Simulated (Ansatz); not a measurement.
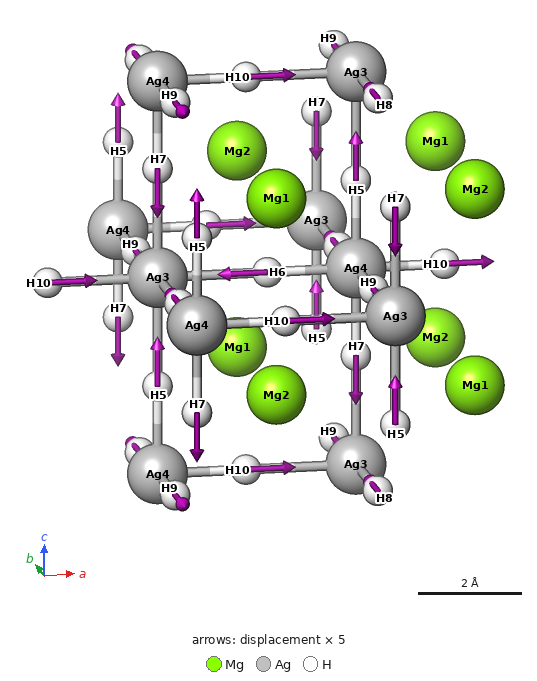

A relaxation of solid MgAgH3 (built on the CsInF3-225 type type). The starting structure is drawn; purple arrows show the displacements (the part carried along by the change of the cell is left out), magnified 5 times.

The picture is a ball-and-stick view of the atoms within 5.0 Å of the atom that moves most (axes of the conventional cell (4 times the calculation's cell)), seen slightly off an axis. Lengths and directions refer to the drawn axes.

Method: Ansatz, DFT, PBEsol, plane waves, PAW. Settings: plane-wave cutoff 420 eV; k-point mesh 6 × 6 × 6; occupations fermi dirac; smearing width 0.03 eV; no spin polarisation; cell and atoms relaxed; force threshold 0.01 eV/Å; at most 120 steps.

> Which element moves most?

Hydrogen: up to 0.20 Å, against 0.00 Å for magnesium.

> What did the optimiser do to the structure, and how much energy did it gain?

The largest moves relative to the cell, 0.20 Å, are those of H5, H6, H7, H8, H9 and H10. H6 goes along −a. Mg and Ag stay in place. Cell: a = b = c 7.912 → 7.445 Å (−5.9 %). Volume −16.7 %. Near-neighbour distances that change, for instance: Ag3–H10 2.192 → 1.861 Å, Ag4–H10 1.764 → 1.861 Å. The space group (tolerance 0.01 Å) goes from Fm-3m (No. 225) to Pm-3m (No. 221). The energy falls by 135 meV per atom in 4 accepted moves (6 points after the start). The largest force component goes from 1 to under 0.0001 eV/Å. Pressure: −6.70 GPa at the start and 0.00 GPa at the end. The SCF was repeated twice at an unchanged geometry on a basis and grid sized afresh for the cell, which shifted the energy by 1.0 meV per atom at most. The run took 10 s on 4 threads of Arm Neoverse V1 (shared host), peak memory 0.48 GiB.
